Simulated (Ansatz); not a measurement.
TiCo: geometry relaxation (part 2 of 3)

The same run, continued: TiCo (R-3m, 2 atoms in the cell); DFT r2SCAN, scalar-relativistic, plane waves, PAW, spin-polarised (Ansatz 0.2.0); cutoff 500 eV, 18×18×18 k-mesh, Gaussian smearing of 0.1 eV, collinear spins. The structure was built on a prototype by a generator; it need not be a known phase.

Geometry of the input (Å; fractional positions):
```
1.9297  1.9297  3.8595
1.9297  3.8595  1.9297
3.8595  1.9297  1.9297
Co 0.0000  0.0000  0.0000
Ti 0.5000  0.5000  0.5000
```

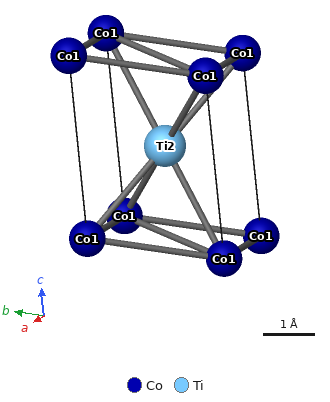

*The geometry at step 4 of the log (ball-and-stick view of the reduced cell, seen slightly off an axis; atoms are numbered from 1 in the order of the input).*

## The program's output, continued
```
SCF iter   1: F=—  HF=-7635.339930 eV  |F-HF|=—  |Δ(HF+E_count)|=         —  Δρ=5.54e-2 (↑2.62e-2 ↓5.54e-2)  dr2=1.24e0  dr2_τ=1.20e-2  dr2_m=1.18e-1  M=1.450 μB ∫|m|=2.144 μB  β_m=1.00  ethr=3.10e-3  ⟨swp⟩=3.8  Hψ=86989  notcnv=0
Mixer restart at iter 1: flushing history
preconditioner: auto → none  [metal: Δε(μ)=0.001 eV  Ē_g=5.252 eV  σ=0.100 eV  W_gap=0.01  n_scr=8 (ndim 8)  ℏωp=25.0 eV  f_vac=0.000  D(μ)=2.90/eV (n_scr^D=36)  sad-step TF]
SCF iter   2: F=—  HF=-7635.046913 eV  |F-HF|=—  |Δ(HF+E_count)|=   2.93e-1  Δρ=2.19e-2 (↑1.86e-2 ↓2.19e-2)  dr2=3.87e-1  dr2_τ=5.09e-3  dr2_m=7.63e-3  M=1.339 μB ∫|m|=2.219 μB  β_m=1.00  ethr=3.10e-3  ⟨swp⟩=2.5  Hψ=41662  notcnv=0  defer=750  κ⁻¹=1.0e0(r=1)
SCF iter   3: F=—  HF=-7635.243947 eV  |F-HF|=—  |Δ(HF+E_count)|=   1.97e-1  Δρ=1.28e-2 (↑9.36e-3 ↓1.28e-2)  dr2=8.51e-2  dr2_τ=1.27e-3  dr2_m=1.59e-3  M=1.296 μB ∫|m|=2.267 μB  β_m=1.00  ethr=1.33e-3  ⟨swp⟩=2.8  Hψ=39017  notcnv=0  defer=753  κ⁻¹=3.9e-1(r=2)
SCF iter   4: F=—  HF=-7635.580121 eV  |F-HF|=—  |Δ(HF+E_count)|=         —  Δρ=2.34e-2 (↑1.02e-2 ↓2.34e-2)  dr2=6.72e-2  dr2_τ=1.52e-3  dr2_m=4.15e-2  M=1.540 μB ∫|m|=2.262 μB  β_m=1.00  ethr=2.93e-4  ⟨swp⟩=2.1  Hψ=36947  notcnv=0  defer=794
Mixer restart at iter 4: flushing history
SCF iter   5: F=—  HF=-7635.698212 eV  |F-HF|=—  |Δ(HF+E_count)|=   1.18e-1  Δρ=4.56e-2 (↑2.10e-2 ↓4.56e-2)  dr2=1.04e0  dr2_τ=3.10e-3  dr2_m=4.33e-2  M=1.396 μB ∫|m|=2.091 μB  β_m=1.00  ethr=1.72e-4  ⟨swp⟩=2.0  Hψ=46623  notcnv=0  defer=799
SCF iter   6: F=—  HF=-7635.732998 eV  |F-HF|=—  |Δ(HF+E_count)|=   3.48e-2  Δρ=2.50e-2 (↑1.92e-2 ↓2.50e-2)  dr2=5.03e-1  dr2_τ=2.29e-3  dr2_m=3.50e-3  M=1.453 μB ∫|m|=2.152 μB  β_m=1.00  ethr=1.72e-4  ⟨swp⟩=2.8  Hψ=56622  notcnv=0  defer=860  κ⁻¹=1.0e0(r=1)
SCF iter   7: F=—  HF=-7635.677491 eV  |F-HF|=—  |Δ(HF+E_count)|=   5.55e-2  Δρ=4.66e-3 (↑2.62e-3 ↓4.66e-3)  dr2=1.42e-2  dr2_τ=1.29e-4  dr2_m=5.52e-4  M=1.419 μB ∫|m|=2.108 μB  β_m=1.00  ethr=1.72e-4  ⟨swp⟩=2.0  Hψ=53403  notcnv=0  defer=884  κ⁻¹=3.8e-3(r=2)
SCF iter   8: F=—  HF=-7635.687967 eV  |F-HF|=—  |Δ(HF+E_count)|=   1.05e-2  Δρ=2.53e-3 (↑1.22e-3 ↓2.53e-3)  dr2=3.12e-3  dr2_τ=2.06e-5  dr2_m=2.71e-4  M=1.412 μB ∫|m|=2.093 μB  β_m=1.00  ethr=4.91e-5  ⟨swp⟩=1.9  Hψ=29442  notcnv=0  defer=882  κ⁻¹=1.8e-4(r=3)
SCF iter   9: F=—  HF=-7635.693018 eV  |F-HF|=—  |Δ(HF+E_count)|=   5.05e-3  Δρ=1.50e-3 (↑7.31e-4 ↓1.50e-3)  dr2=8.71e-4  dr2_τ=7.27e-6  dr2_m=1.15e-4  M=1.401 μB ∫|m|=2.081 μB  β_m=1.00  ethr=1.08e-5  ⟨swp⟩=2.0  Hψ=28118  notcnv=0  defer=883  κ⁻¹=1.7e-5(r=4)
SCF iter  10: F=—  HF=-7635.695662 eV  |F-HF|=—  |Δ(HF+E_count)|=   2.64e-3  Δρ=5.98e-4 (↑3.88e-4 ↓5.98e-4)  dr2=5.07e-5  dr2_τ=1.35e-6  dr2_m=4.25e-5  M=1.381 μB ∫|m|=2.075 μB  β_m=1.00  ethr=3.00e-6  ⟨swp⟩=2.2  Hψ=33506  notcnv=0  defer=883  κ⁻¹=3.6e-6(r=5)
SCF iter  11: F=—  HF=-7635.696039 eV  |F-HF|=—  |Δ(HF+E_count)|=   3.77e-4  Δρ=3.77e-4 (↑3.15e-4 ↓3.77e-4)  dr2=7.49e-6  dr2_τ=9.19e-7  dr2_m=2.50e-5  M=1.366 μB ∫|m|=2.078 μB  β_m=1.00  ethr=1.75e-7  ⟨swp⟩=2.0  Hψ=39913  notcnv=0  defer=886  κ⁻¹=1.5e-7(r=6)
SCF iter  12: F=—  HF=-7635.696162 eV  |F-HF|=—  |Δ(HF+E_count)|=   1.24e-4  Δρ=1.56e-4 (↑1.09e-4 ↓1.56e-4)  dr2=4.75e-6  dr2_τ=1.07e-7  dr2_m=1.82e-6  M=1.341 μB ∫|m|=2.090 μB  β_m=1.00  ethr=2.58e-8  ⟨swp⟩=2.7  Hψ=42055  notcnv=0  defer=900  κ⁻¹=8.8e-8(r=7)
SCF iter  13: F=—  HF=-7635.696173 eV  |F-HF|=—  |Δ(HF+E_count)|=   1.04e-5  Δρ=8.41e-5 (↑6.77e-5 ↓8.41e-5)  dr2=1.11e-6  dr2_τ=2.18e-8  dr2_m=3.11e-7  M=1.336 μB ∫|m|=2.093 μB  β_m=1.00  ethr=1.64e-8  ⟨swp⟩=2.0  Hψ=39860  notcnv=0  defer=900  κ⁻¹=7.9e-8(r=8)
SCF iter  14: F=—  HF=-7635.696179 eV  |F-HF|=—  |Δ(HF+E_count)|=   5.94e-6  Δρ=6.67e-5 (↑5.49e-5 ↓6.67e-5)  dr2=5.22e-7  dr2_τ=2.21e-8  dr2_m=3.49e-7  M=1.335 μB ∫|m|=2.092 μB  β_m=1.00  ethr=3.82e-9  ⟨swp⟩=2.0  Hψ=37372  notcnv=0  defer=898  κ⁻¹=9.8e-8(r=8)
SCF iter  15: F=—  HF=-7635.696185 eV  |F-HF|=—  |Δ(HF+E_count)|=   6.68e-6  Δρ=4.47e-5 (↑3.44e-5 ↓4.47e-5)  dr2=2.12e-7  dr2_τ=7.77e-9  dr2_m=1.23e-7  M=1.340 μB ∫|m|=2.088 μB  β_m=1.00  ethr=1.80e-9  ⟨swp⟩=2.1  Hψ=40459  notcnv=0  defer=890  κ⁻¹=4.6e-6(r=8)
SCF iter  16: F=—  HF=-7635.696188 eV  |F-HF|=—  |Δ(HF+E_count)|=   2.40e-6  Δρ=3.02e-5 (↑1.92e-5 ↓3.02e-5)  dr2=9.49e-8  dr2_τ=2.50e-9  dr2_m=3.75e-8  M=1.341 μB ∫|m|=2.087 μB  β_m=1.00  ethr=7.30e-10  ⟨swp⟩=2.0  Hψ=40344  notcnv=0  defer=889  κ⁻¹=1.1e-5(r=8)
SCF iter  17: F=—  HF=-7635.696190 eV  |F-HF|=—  |Δ(HF+E_count)|=   1.77e-6  Δρ=1.41e-5 (↑9.34e-6 ↓1.41e-5)  dr2=2.93e-8  dr2_τ=7.55e-10  dr2_m=5.05e-9  M=1.339 μB ∫|m|=2.087 μB  β_m=1.00  ethr=3.27e-10  ⟨swp⟩=2.8  Hψ=43233  notcnv=0  defer=890  κ⁻¹=4.4e-6(r=8)
SCF iter  18: F=—  HF=-7635.696190 eV  |F-HF|=—  |Δ(HF+E_count)|=   3.39e-7  Δρ=7.97e-6 (↑6.95e-6 ↓7.97e-6)  dr2=1.04e-8  dr2_τ=2.33e-10  dr2_m=3.53e-9  M=1.339 μB ∫|m|=2.087 μB  β_m=1.00  ethr=1.01e-10  ⟨swp⟩=2.0  Hψ=39904  notcnv=0  defer=890  κ⁻¹=3.0e-5(r=8)
SCF iter  19: F=—  HF=-7635.696190 eV  |F-HF|=—  |Δ(HF+E_count)|=   1.18e-7  Δρ=3.74e-6 (↑3.74e-6 ↓3.69e-6)  dr2=2.10e-9  dr2_τ=7.81e-11  dr2_m=1.54e-9  M=1.339 μB ∫|m|=2.087 μB  β_m=1.00  ethr=3.60e-11  ⟨swp⟩=2.0  Hψ=40410  notcnv=0  defer=890  κ⁻¹=6.1e-5(r=8)
SCF iter  20: F=-7635.696190 eV  HF=-7635.696190 eV  |F-HF|=6.90e-10  |Δ(HF+E_count)|=   1.94e-8  Δρ=6.46e-6 (↑2.51e-6 ↓6.46e-6)  dr2=1.22e-8  dr2_τ=1.88e-10  dr2_m=3.45e-9  M=1.339 μB ∫|m|=2.087 μB  ethr=7.23e-12  ⟨swp⟩=7.8  Hψ=136207  notcnv=0
SCF 1 converged in 20 iterations: F = -7635.696190 eV  dr2 = 1.22e-8
  greatest PAW one-centre occupation: 1.004 electrons in one spin orbital (limit 2), on the Co atom at site 0 (counted from 0), in its partial waves of l = 1
relax step   1: F+E_penalty+E_count = -7635.69619002 eV  Δ(F+E_penalty+E_count) = +0.000e0 eV  max|allowed force component| = 1.893e-29 eV/Å  Δτ_max = 0.0000 Å  P = -6.185 GPa  Ω = 28.744 Å³  (20 SCF iters, dr2 threshold 1.00e-7 eV, accepted)
Crystal: 2 atoms, lattice volume = 27.416 Å³
Basis set: ecut = 500 eV, 675 PW (Γ), FFT grids on a1−a2, a2, −a2+a3, exchange–correlation on 80×144×80 points (64 copies of the dense FFT grid, shifted against one another)
Initial density: handed on by an earlier stage of this run
Starting moments: Σ|m| = 2.12 μB on 2 of 2 sites; this step starts from the density that it was given
Initial wavefunctions: those handed on with the density
iter 1 solved again at ethr=1.14e-4 eV; its pass at ethr=3.10e-3 eV (dr2=3.30e-2 eV) is discarded
SCF iter   1: F=—  HF=-7635.644809 eV  |F-HF|=—  |Δ(HF+E_count)|=         —  Δρ=1.17e-2 (↑1.17e-2 ↓6.81e-3)  dr2=4.34e-2  dr2_τ=4.02e-2  dr2_m=6.47e-3  M=1.341 μB ∫|m|=1.987 μB  β_m=1.00  ethr=1.14e-4  ⟨swp⟩=1.4  Hψ=140868  notcnv=0
eigensolver tolerance schedule calibrated: the retry pair's looser diagonalisation under-reported the residual by θ = 0.24 (0.17/decade); ethr = c·dr2/N_el runs at the constant in force after the calibration composes with the one it found (an armed cap, an earlier calibration), c = 3.6e-2
preconditioner: auto → none  [metal: Δε(μ)=0.002 eV  Ē_g=5.228 eV  σ=0.100 eV  W_gap=0.01  n_scr=8 (ndim 8)  ℏωp=25.6 eV  f_vac=0.000  D(μ)=1.96/eV (n_scr^D=22)]
SCF iter   2: F=—  HF=-7635.775640 eV  |F-HF|=—  |Δ(HF+E_count)|=   1.31e-1  Δρ=4.45e-3 (↑4.45e-3 ↓3.34e-3)  dr2=5.26e-3  dr2_τ=2.02e-4  dr2_m=9.72e-4  M=1.372 μB ∫|m|=1.976 μB  β_m=1.00  ethr=5.40e-5  ⟨swp⟩=2.1  Hψ=46493  notcnv=0  κ⁻¹=1.0e0(r=1)
SCF iter   3: F=—  HF=-7635.781477 eV  |F-HF|=—  |Δ(HF+E_count)|=   5.84e-3  Δρ=2.62e-3 (↑1.68e-3 ↓2.62e-3)  dr2=1.37e-3  dr2_τ=3.93e-5  dr2_m=2.33e-4  M=1.382 μB ∫|m|=1.957 μB  β_m=1.00  ethr=6.55e-6  ⟨swp⟩=2.0  Hψ=46416  notcnv=0  defer=1  κ⁻¹=1.5e-2(r=2)
SCF iter   4: F=—  HF=-7635.786072 eV  |F-HF|=—  |Δ(HF+E_count)|=   4.60e-3  Δρ=1.79e-3 (↑1.16e-3 ↓1.79e-3)  dr2=5.66e-4  dr2_τ=1.36e-5  dr2_m=8.85e-5  M=1.394 μB ∫|m|=1.939 μB  β_m=1.00  ethr=1.70e-6  ⟨swp⟩=2.0  Hψ=38008  notcnv=0  defer=130  κ⁻¹=2.0e-3(r=3)
SCF iter   5: F=—  HF=-7635.790872 eV  |F-HF|=—  |Δ(HF+E_count)|=   4.80e-3  Δρ=1.02e-3 (↑6.17e-4 ↓1.02e-3)  dr2=1.99e-4  dr2_τ=3.05e-6  dr2_m=1.77e-5  M=1.404 μB ∫|m|=1.921 μB  β_m=1.00  ethr=7.05e-7  ⟨swp⟩=2.0  Hψ=40600  notcnv=0  defer=315  κ⁻¹=8.8e-5(r=4)
SCF iter   6: F=—  HF=-7635.792650 eV  |F-HF|=—  |Δ(HF+E_count)|=   1.78e-3  Δρ=7.69e-4 (↑4.61e-4 ↓7.69e-4)  dr2=9.11e-5  dr2_τ=1.94e-6  dr2_m=1.37e-5  M=1.393 μB ∫|m|=1.922 μB  β_m=1.00  ethr=2.47e-7  ⟨swp⟩=2.0  Hψ=40900  notcnv=0  defer=343  κ⁻¹=3.5e-5(r=5)
SCF iter   7: F=—  HF=-7635.794059 eV  |F-HF|=—  |Δ(HF+E_count)|=   1.41e-3  Δρ=4.58e-4 (↑3.13e-4 ↓4.58e-4)  dr2=2.66e-5  dr2_τ=7.61e-7  dr2_m=7.48e-6  M=1.374 μB ∫|m|=1.927 μB  β_m=1.00  ethr=1.13e-7  ⟨swp⟩=2.4  Hψ=41736  notcnv=0  defer=366  κ⁻¹=1.8e-5(r=6)
SCF iter   8: F=—  HF=-7635.794480 eV  |F-HF|=—  |Δ(HF+E_count)|=   4.21e-4  Δρ=2.17e-4 (↑2.11e-4 ↓2.17e-4)  dr2=8.56e-6  dr2_τ=2.18e-7  dr2_m=3.55e-6  M=1.358 μB ∫|m|=1.930 μB  β_m=1.00  ethr=3.31e-8  ⟨swp⟩=3.0  Hψ=47177  notcnv=0  defer=371  κ⁻¹=4.7e-6(r=7)
SCF iter   9: F=—  HF=-7635.794541 eV  |F-HF|=—  |Δ(HF+E_count)|=   6.06e-5  Δρ=1.64e-4 (↑1.48e-4 ↓1.64e-4)  dr2=4.51e-6  dr2_τ=1.32e-7  dr2_m=1.69e-6  M=1.361 μB ∫|m|=1.925 μB  β_m=1.00  ethr=1.07e-8  ⟨swp⟩=2.0  Hψ=37989  notcnv=0  defer=372  κ⁻¹=2.4e-6(r=8)
SCF iter  10: F=—  HF=-7635.794605 eV  |F-HF|=—  |Δ(HF+E_count)|=   6.40e-5  Δρ=4.07e-5 (↑2.93e-5 ↓4.07e-5)  dr2=5.19e-7  dr2_τ=5.94e-9  dr2_m=3.33e-8  M=1.365 μB ∫|m|=1.918 μB  β_m=1.00  ethr=5.61e-9  ⟨swp⟩=3.1  Hψ=46493  notcnv=0  defer=374  κ⁻¹=1.3e-5(r=8)
SCF iter  11: F=—  HF=-7635.794606 eV  |F-HF|=—  |Δ(HF+E_count)|=   1.27e-6  Δρ=2.97e-5 (↑2.97e-5 ↓2.18e-5)  dr2=1.71e-7  dr2_τ=6.20e-9  dr2_m=9.85e-8  M=1.363 μB ∫|m|=1.919 μB  β_m=1.00  ethr=6.47e-10  ⟨swp⟩=2.3  Hψ=40868  notcnv=0  defer=375  κ⁻¹=2.0e-5(r=8)
SCF iter  12: F=—  HF=-7635.794609 eV  |F-HF|=—  |Δ(HF+E_count)|=   2.71e-6  Δρ=2.14e-5 (↑2.14e-5 ↓1.72e-5)  dr2=7.65e-8  dr2_τ=4.39e-9  dr2_m=6.61e-8  M=1.362 μB ∫|m|=1.919 μB  β_m=1.00  ethr=2.12e-10  ⟨swp⟩=2.1  Hψ=40378  notcnv=0  defer=375  κ⁻¹=1.7e-5(r=8)
SCF iter  13: F=—  HF=-7635.794611 eV  |F-HF|=—  |Δ(HF+E_count)|=   1.90e-6  Δρ=6.51e-6 (↑6.51e-6 ↓4.76e-6)  dr2=2.21e-8  dr2_τ=3.26e-10  dr2_m=2.42e-9  M=1.361 μB ∫|m|=1.920 μB  β_m=1.00  ethr=9.52e-11  ⟨swp⟩=2.9  Hψ=42759  notcnv=0  defer=375  κ⁻¹=8.3e-5(r=8)
SCF iter  14: F=—  HF=-7635.794611 eV  |F-HF|=—  |Δ(HF+E_count)|=   4.74e-7  Δρ=3.30e-6 (↑3.30e-6 ↓2.95e-6)  dr2=2.89e-9  dr2_τ=5.02e-11  dr2_m=4.52e-10  M=1.360 μB ∫|m|=1.920 μB  β_m=1.00  ethr=2.75e-11  ⟨swp⟩=2.9  Hψ=44055  notcnv=0  defer=375  κ⁻¹=2.0e-5(r=8)
SCF iter  15: F=-7635.794611 eV  HF=-7635.794611 eV  |F-HF|=3.44e-9  |Δ(HF+E_count)|=   1.56e-7  Δρ=4.74e-6 (↑2.60e-6 ↓4.74e-6)  dr2=1.41e-8  dr2_τ=1.07e-10  dr2_m=1.03e-9  M=1.360 μB ∫|m|=1.920 μB  ethr=3.60e-12  ⟨swp⟩=7.2  Hψ=149168  notcnv=0
SCF 2 converged in 15 iterations: F = -7635.794611 eV  dr2 = 1.41e-8
relax step   2: F+E_penalty+E_count = -7635.79461128 eV  Δ(F+E_penalty+E_count) = -9.842e-2 eV  max|allowed force component| = 1.725e-28 eV/Å  Δτ_max = 0.0000 Å  P = -0.279 GPa  Ω = 27.416 Å³  energy of the carried Pulay correction = +1.047e-3 eV  (15 SCF iters, dr2 threshold 2.00e-7 eV, accepted)
[... from here on the SCF iterations and repeated set-up lines of each step are left out, up to the last step ...]
SCF 3 converged in 14 iterations: F = -7635.852915 eV  dr2 = 7.25e-10
relax step   3: F+E_penalty+E_count = -7635.85291489 eV  Δ(F+E_penalty+E_count) = -5.830e-2 eV  max|allowed force component| = 5.049e-29 eV/Å  Δτ_max = 0.0000 Å  P = +1.149 GPa  Ω = 26.957 Å³  energy of the carried Pulay correction = +1.463e-3 eV  (14 SCF iters, dr2 threshold 2.00e-7 eV, accepted)
SCF 4 converged in 11 iterations: F = -7635.868987 eV  dr2 = 1.79e-7
relax step   4: F+E_penalty+E_count = -7635.86898746 eV  Δ(F+E_penalty+E_count) = -1.607e-2 eV  max|allowed force component| = 6.311e-30 eV/Å  Δτ_max = 0.0000 Å  P = +1.490 GPa  Ω = 26.943 Å³  energy of the carried Pulay correction = +1.540e-3 eV  (11 SCF iters, dr2 threshold 2.00e-7 eV, accepted)
SCF 5 converged in 12 iterations: F = -7635.872096 eV  dr2 = 1.13e-7
relax step   5: F+E_penalty+E_count = -7635.87209617 eV  Δ(F+E_penalty+E_count) = -3.109e-3 eV  max|allowed force component| = 2.104e-29 eV/Å  Δτ_max = 0.0000 Å  P = -0.744 GPa  Ω = 27.334 Å³  energy of the carried Pulay correction = +1.214e-3 eV  (12 SCF iters, dr2 threshold 2.00e-7 eV, accepted)
SCF 6 converged in 12 iterations: F = -7635.872846 eV  dr2 = 2.19e-8
relax step   6: F+E_penalty+E_count = -7635.87284614 eV  Δ(F+E_penalty+E_count) = -7.500e-4 eV  max|allowed force component| = 3.366e-29 eV/Å  Δτ_max = 0.0000 Å  P = +0.026 GPa  Ω = 27.189 Å³  energy of the carried Pulay correction = +1.332e-3 eV  (12 SCF iters, dr2 threshold 2.00e-7 eV, accepted)
SCF 7 converged in 16 iterations: F = -7635.872894 eV  dr2 = 1.01e-12
```
